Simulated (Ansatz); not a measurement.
## Geometry relaxation, with input and output: Si (part 1 of 2)

The run: geometry relaxation of Si (8 atoms in the cell). Method and program: DFT, r2SCAN, plane waves, PAW, no spin polarisation (Ansatz 0.2.0).

The structure was built on a prototype by a generator. The geometry comes from this level: PBE.

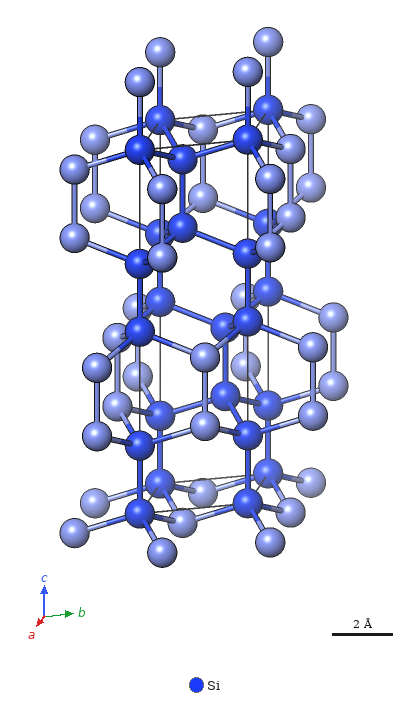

**Figure 1.** The input geometry (ball-and-stick view of the cell of the calculation, seen slightly off an axis; neighbours outside the cell are drawn fainter). Near neighbours in the crystal (not all of them lie inside the picture): Si has 4 Si at 2.36 to 2.39 Å.

Results in brief:

```tsv
quantity	value
outcome	converged
space group (tolerance 0.01 Å)	P6₃/mmc (194)
electrons treated	32
free energy	−5112.4981 eV
Fermi energy	6.579 eV
pressure	0.00 GPa
final volume	161.22 Å³
largest force (length of the vector) at the end	0.002 eV/Å
final cell	a = 3.840 Å, b = 3.840 Å, c = 12.624 Å, α = 90.00°, β = 90.00°, γ = 120.00°
hardware	4 threads of Intel Xeon (Granite Rapids), 192 GiB of memory available, shared host
wall time	9.4 s (CPU time 35 s)
peak memory	0.91 GiB
```

The input:
```yaml
crystal:
  lattice:
    - [3.8589853015, 0.0, 0.0]
    - [-1.9294926508, 3.3419793039, 0.0]
    - [0.0, 0.0, 12.6760053964]
  atoms:
    - { symbol: Si, position: [0.0, 0.0, 0.0005003176] }
    - { symbol: Si, position: [0.3333333333, 0.6666666667, 0.2496538929] }
    - { symbol: Si, position: [0.0, 0.0, 0.5005003176] }
    - { symbol: Si, position: [0.6666666667, 0.3333333333, 0.7496538929] }
    - { symbol: Si, position: [0.0, 0.0, 0.1869996824] }
    - { symbol: Si, position: [0.3333333333, 0.6666666667, 0.4378461071] }
    - { symbol: Si, position: [0.0, 0.0, 0.6869996824] }
    - { symbol: Si, position: [0.6666666667, 0.3333333333, 0.9378461071] }
kpoints:
  mp_grid: { grid: [12, 12, 2] }
hamiltonian:
  xc: r2scan
scf:
  occupations: { method: fermi_dirac, width: 0.02 }
relax:
  f_tol: 0.005
  cell: {}
```

Launch command:
```bash
ansatz run input.yaml --threads 4 --pin off --max-ram 7372MiB --backend cpu --events-out ev --progress --plain --runs-dir out
```

The program's output:
```
Engine: ansatz 0.2.0, x86_64-unknown-linux-gnu
Pseudopotentials: kind: paw
Pseudopotential: Si, paw, valence charge 4, recommended cutoff 500 eV (meta_gga), Si.paw.azcp
Functional definition: r2SCAN
  parameter k0 = 0.174
  parameter k1 = 0.065
  parameter a1 = 4.9479
  exchange = r2scan_x(k0 = k0, k1 = k1, a1 = a1)
  correlation = r2scan_c
Crystal: 8 atoms, lattice volume = 163.478 Å³
Basis set: ecut = 500 eV, 4145 PW (Γ), exchange–correlation on 120×120×384 points (64 copies of the dense FFT grid, shifted against one another)
Bands: 24, of which v1, the nominal top of the filled ones, is band 16 counted from 1 (15 counted from 0)
Symmetry: 24 space group operations
Space group: P63/mmc (ITA 194), of the structure as read, at distance tolerance 5.5e-5 Å
k-points: 38 of 288
Non-local potential: Si, projectors of the file, l = 0: 2, l = 1: 2, l = 2: 2
PAW form: soft (Blöchl's): semilocal exchange-correlation on the pseudo side does not see the compensation charge
PAW frozen core: Si, regenerated for the run's functional (the file was generated under x = pbe(κ = 0.804, μ = 0.2195149727645171), c = pbe(β = 0.06672455060314922))
PAW one-centre angular grid: Si, 302 points (default); XC on 160 Gauss nodes
Initial density: superposition of atomic densities (neutral atoms: chi_scale 0, normalization atom), corrected by the library's trained network
Initial wavefunctions: pseudopotential atomic-orbital guess
Functional: x = r2scan, c = r2scan; τ floored in thin density (d = 2e-4 eV/Å³)
SCF iter   1: F=—  HF=-5112.432143 eV  |F-HF|=—  |Δ(HF+E_count)|=         —  Δρ=3.35e-3  dr2=1.68e-2  dr2_τ=4.63e-2  ethr=1.77e-3  ⟨swp⟩=7.9  Hψ=5703  notcnv=0
preconditioner: auto → Resta (q_TF=auto, 2.079 Å⁻¹)  ε∞=4.9  [insulator: Δε(μ)=0.757 eV  Ē_g=8.332 eV  σ=0.020 eV  W_gap=1.00  n_scr=26 (ndim 8)  ℏωp=16.4 eV  f_vac=0.000  D(μ)=0.00/eV (n_scr^D=0)  ε∞_Penn≈4.9]
SCF iter   2: F=—  HF=-5112.490210 eV  |F-HF|=—  |Δ(HF+E_count)|=   5.81e-2  Δρ=2.22e-3  dr2=6.88e-3  dr2_τ=2.34e-5  ethr=5.24e-5  ⟨swp⟩=2.6  Hψ=2031  notcnv=0  defer=107
SCF iter   3: F=—  HF=-5112.488708 eV  |F-HF|=—  |Δ(HF+E_count)|=   1.50e-3  Δρ=2.59e-4  dr2=8.47e-5  dr2_τ=6.35e-6  ethr=2.15e-5  ⟨swp⟩=2.9  Hψ=1583  notcnv=0  defer=69
automatic band count: iteration 3 solves 23 bands in place of 24: the levels show a gap, and the empty bands left out lie too high to hold charge; the band table lists the bands solved (type scf.n_extra_bands for more)
SCF iter   4: F=—  HF=-5112.488741 eV  |F-HF|=—  |Δ(HF+E_count)|=   3.36e-5  Δρ=5.13e-5  dr2=2.61e-6  dr2_τ=6.58e-8  ethr=2.65e-7  ⟨swp⟩=2.0  Hψ=1412  notcnv=0  defer=69
SCF iter   5: F=—  HF=-5112.488746 eV  |F-HF|=—  |Δ(HF+E_count)|=   4.56e-6  Δρ=9.33e-6  dr2=2.80e-7  dr2_τ=2.28e-9  ethr=8.16e-9  ⟨swp⟩=2.0  Hψ=1413  notcnv=0  defer=69
SCF iter   6: F=-5112.488746 eV  HF=-5112.488746 eV  |F-HF|=9.31e-9  |Δ(HF+E_count)|=   1.10e-7  Δρ=4.04e-6  dr2=2.56e-8  dr2_τ=5.14e-10  ethr=3.13e-10  ⟨swp⟩=4.5  Hψ=2888  notcnv=0
SCF 1 converged in 6 iterations: F = -5112.488746 eV  dr2 = 2.56e-8
  greatest PAW one-centre occupation: 0.642 electrons in one spin orbital (limit 2), on the Si atom at site 7 (counted from 0), in its partial waves of l = 0
relax step   1: F+E_penalty+E_count = -5112.48874579 eV  Δ(F+E_penalty+E_count) = +0.000e0 eV  max|allowed force component| = 7.757e-3 eV/Å  Δτ_max = 0.0000 Å  P = -1.308 GPa  Ω = 163.478 Å³  (6 SCF iters, dr2 threshold 1.00e-7 eV, accepted)
Crystal: 8 atoms, lattice volume = 161.555 Å³
Basis set: ecut = 500 eV, 4073 PW (Γ), exchange–correlation on 120×120×384 points (64 copies of the dense FFT grid, shifted against one another)
Initial density: handed on by an earlier stage of this run
Initial wavefunctions: those handed on with the density
iter 1 solved again at ethr=2.68e-6 eV; its pass at ethr=3.10e-3 eV (dr2=8.59e-4 eV) is discarded
SCF iter   1: F=—  HF=-5112.496345 eV  |F-HF|=—  |Δ(HF+E_count)|=         —  Δρ=6.14e-4  dr2=8.86e-4  dr2_τ=1.68e-4  ethr=2.68e-6  ⟨swp⟩=2.1  Hψ=5029  notcnv=0
automatic band count: iteration 1 solves 20 bands in place of 24: the levels show a gap, and the empty bands left out lie too high to hold charge; the band table lists the bands solved (type scf.n_extra_bands for more)
preconditioner: auto → Resta (q_TF=auto, 2.083 Å⁻¹)  ε∞=5.7  [insulator: Δε(μ)=0.771 eV  Ē_g=7.632 eV  σ=0.020 eV  W_gap=1.00  n_scr=26 (ndim 8)  ℏωp=16.5 eV  f_vac=0.000  D(μ)=0.00/eV (n_scr^D=0)  ε∞_Penn≈5.7]
SCF iter   2: F=—  HF=-5112.498088 eV  |F-HF|=—  |Δ(HF+E_count)|=   1.74e-3  Δρ=4.31e-4  dr2=4.59e-4  dr2_τ=1.26e-6  ethr=2.68e-6  ⟨swp⟩=2.8  Hψ=1471  notcnv=0
SCF iter   3: F=—  HF=-5112.497966 eV  |F-HF|=—  |Δ(HF+E_count)|=   1.22e-4  Δρ=9.63e-5  dr2=1.06e-5  dr2_τ=1.79e-7  ethr=1.44e-6  ⟨swp⟩=2.8  Hψ=1447  notcnv=0
SCF iter   4: F=—  HF=-5112.497970 eV  |F-HF|=—  |Δ(HF+E_count)|=   3.15e-6  Δρ=2.09e-5  dr2=1.02e-6  dr2_τ=1.24e-8  ethr=3.30e-8  ⟨swp⟩=2.9  Hψ=1449  notcnv=0
SCF iter   5: F=-5112.497970 eV  HF=-5112.497970 eV  |F-HF|=3.87e-9  |Δ(HF+E_count)|=   3.60e-7  Δρ=3.08e-6  dr2=2.62e-8  dr2_τ=2.30e-10  ethr=2.50e-9  ⟨swp⟩=4.0  Hψ=2732  notcnv=0
SCF 2 converged in 5 iterations: F = -5112.497970 eV  dr2 = 2.62e-8
  greatest PAW one-centre occupation: 0.643 electrons in one spin orbital (limit 2), on the Si atom at site 7 (counted from 0), in its partial waves of l = 0
relax step   2: F+E_penalty+E_count = -5112.49797001 eV  Δ(F+E_penalty+E_count) = -9.224e-3 eV  max|allowed force component| = 9.141e-3 eV/Å  Δτ_max = 0.0010 Å  P = -0.201 GPa  Ω = 161.555 Å³  energy of the carried Pulay correction = +9.394e-5 eV  (5 SCF iters, dr2 threshold 8.00e-7 eV, accepted)
Crystal: 8 atoms, lattice volume = 161.199 Å³
Basis set: ecut = 500 eV, 4037 PW (Γ), exchange–correlation on 120×120×384 points (64 copies of the dense FFT grid, shifted against one another)
iter 1 solved again at ethr=1.34e-7 eV; its pass at ethr=3.10e-3 eV (dr2=4.30e-5 eV) is discarded
SCF iter   1: F=—  HF=-5112.498135 eV  |F-HF|=—  |Δ(HF+E_count)|=         —  Δρ=1.41e-4  dr2=4.66e-5  dr2_τ=6.29e-6  ethr=1.34e-7  ⟨swp⟩=2.3  Hψ=4988  notcnv=0
automatic band count: iteration 1 solves 20 bands in place of 24: the levels show a gap, and the empty bands left out lie too high to hold charge; the band table lists the bands solved (type scf.n_extra_bands for more)
preconditioner: auto → Resta (q_TF=auto, 2.084 Å⁻¹)  ε∞=5.7  [insulator: Δε(μ)=0.764 eV  Ē_g=7.637 eV  σ=0.020 eV  W_gap=1.00  n_scr=26 (ndim 8)  ℏωp=16.5 eV  f_vac=0.000  D(μ)=0.00/eV (n_scr^D=0)  ε∞_Penn≈5.7]
SCF iter   2: F=—  HF=-5112.498198 eV  |F-HF|=—  |Δ(HF+E_count)|=   6.35e-5  Δρ=9.49e-5  dr2=2.16e-5  dr2_τ=5.20e-8  ethr=1.34e-7  ⟨swp⟩=2.2  Hψ=1392  notcnv=0
SCF iter   3: F=—  HF=-5112.498196 eV  |F-HF|=—  |Δ(HF+E_count)|=   2.75e-6  Δρ=1.82e-5  dr2=4.18e-7  dr2_τ=7.66e-9  ethr=6.75e-8  ⟨swp⟩=2.5  Hψ=1337  notcnv=0
SCF iter   4: F=-5112.498196 eV  HF=-5112.498196 eV  |F-HF|=1.48e-8  |Δ(HF+E_count)|=   8.48e-8  Δρ=4.84e-6  dr2=4.34e-8  dr2_τ=4.44e-10  ethr=4.34e-10  ⟨swp⟩=4.2  Hψ=2754  notcnv=0
SCF 3 converged in 4 iterations: F = -5112.498196 eV  dr2 = 4.34e-8
relax step   3: F+E_penalty+E_count = -5112.49819575 eV  Δ(F+E_penalty+E_count) = -2.257e-4 eV  max|allowed force component| = 5.544e-3 eV/Å  Δτ_max = 0.0009 Å  P = +0.013 GPa  Ω = 161.199 Å³  energy of the carried Pulay correction = +1.115e-4 eV  (4 SCF iters, dr2 threshold 1.39e-7 eV, accepted)
Crystal: 8 atoms, lattice volume = 161.220 Å³
Basis set: ecut = 500 eV, 4049 PW (Γ), exchange–correlation on 120×120×384 points (64 copies of the dense FFT grid, shifted against one another)
iter 1 solved again at ethr=1.18e-8 eV; its pass at ethr=3.10e-3 eV (dr2=3.76e-6 eV) is discarded
SCF iter   1: F=—  HF=-5112.498219 eV  |F-HF|=—  |Δ(HF+E_count)|=         —  Δρ=4.69e-5  dr2=4.99e-6  dr2_τ=1.25e-7  ethr=1.18e-8  ⟨swp⟩=2.3  Hψ=5010  notcnv=0
automatic band count: iteration 1 solves 20 bands in place of 24: the levels show a gap, and the empty bands left out lie too high to hold charge; the band table lists the bands solved (type scf.n_extra_bands for more)
preconditioner: auto → Resta (q_TF=auto, 2.084 Å⁻¹)  ε∞=5.7  [insulator: Δε(μ)=0.766 eV  Ē_g=7.636 eV  σ=0.020 eV  W_gap=1.00  n_scr=26 (ndim 8)  ℏωp=16.5 eV  f_vac=0.000  D(μ)=0.00/eV (n_scr^D=0)  ε∞_Penn≈5.7]
SCF iter   2: F=—  HF=-5112.498220 eV  |F-HF|=—  |Δ(HF+E_count)|=   4.87e-7  Δρ=2.71e-5  dr2=1.67e-6  dr2_τ=1.58e-9  ethr=1.18e-8  ⟨swp⟩=2.0  Hψ=1362  notcnv=0
SCF iter   3: F=—  HF=-5112.498219 eV  |F-HF|=—  |Δ(HF+E_count)|=   3.77e-7  Δρ=3.05e-6  dr2=1.39e-8  dr2_τ=1.60e-10  ethr=5.22e-9  ⟨swp⟩=2.2  Hψ=1285  notcnv=0
SCF iter   4: F=-5112.498219 eV  HF=-5112.498219 eV  |F-HF|=5.04e-10  |Δ(HF+E_count)|=   5.04e-9  Δρ=8.54e-7  dr2=1.41e-9  dr2_τ=4.05e-12  ethr=3.50e-11  ⟨swp⟩=4.1  Hψ=2723  notcnv=0
SCF 4 converged in 4 iterations: F = -5112.498219 eV  dr2 = 1.41e-9
  greatest PAW one-centre occupation: 0.643 electrons in one spin orbital (limit 2), on the Si atom at site 5 (counted from 0), in its partial waves of l = 0
relax step   4: F+E_penalty+E_count = -5112.49821920 eV  Δ(F+E_penalty+E_count) = -2.345e-5 eV  max|allowed force component| = 1.639e-3 eV/Å  Δτ_max = 0.0004 Å  P = -0.000 GPa  Ω = 161.220 Å³  energy of the carried Pulay correction = +1.105e-4 eV  (4 SCF iters, dr2 threshold 1.12e-8 eV, accepted)
Initial wavefunctions: pseudopotential atomic-orbital guess (no wavefunctions were taken with the density)
iter 1 solved again at ethr=4.50e-8 eV; its pass at ethr=3.10e-3 eV (dr2=1.44e-5 eV) is discarded
SCF iter   1: F=—  HF=-5112.498161 eV  |F-HF|=—  |Δ(HF+E_count)|=         —  Δρ=5.45e-6  dr2=5.14e-9  dr2_τ=9.44e-9  ethr=4.50e-8  ⟨swp⟩=3.4  Hψ=8269  notcnv=0
preconditioner: auto → Resta (q_TF=auto, 2.084 Å⁻¹)  ε∞=4.9  [insulator: Δε(μ)=0.766 eV  Ē_g=8.376 eV  σ=0.020 eV  W_gap=1.00  n_scr=26 (ndim 8)  ℏωp=16.5 eV  f_vac=0.000  D(μ)=0.00/eV (n_scr^D=0)  ε∞_Penn≈4.9]
SCF iter   2: F=—  HF=-5112.498103 eV  |F-HF|=—  |Δ(HF+E_count)|=   5.75e-5  Δρ=2.89e-6  dr2=1.65e-9  dr2_τ=3.33e-10  ethr=1.61e-11  ⟨swp⟩=3.0  Hψ=1795  notcnv=0
SCF iter   3: F=-5112.498103 eV  HF=-5112.498103 eV  |F-HF|=7.09e-11  |Δ(HF+E_count)|=   2.29e-8  Δρ=1.78e-7  dr2=6.55e-11  dr2_τ=8.06e-12  ethr=1.00e-12  ⟨swp⟩=3.3  Hψ=3766  notcnv=0
SCF 5 converged in 3 iterations: F = -5112.498103 eV  dr2 = 6.55e-11
relax step   5: F+E_penalty+E_count = -5112.49810308 eV  Δ(F+E_penalty+E_count) = +1.161e-4 eV  max|allowed force component| = 1.639e-3 eV/Å  Δτ_max = 0.0000 Å  P = +0.001 GPa  Ω = 161.220 Å³  stress off target by 5.50e-3 GPa  SCF on the basis re-selected at this cell (its energy is not comparable with the rows above)  (3 SCF iters)
```
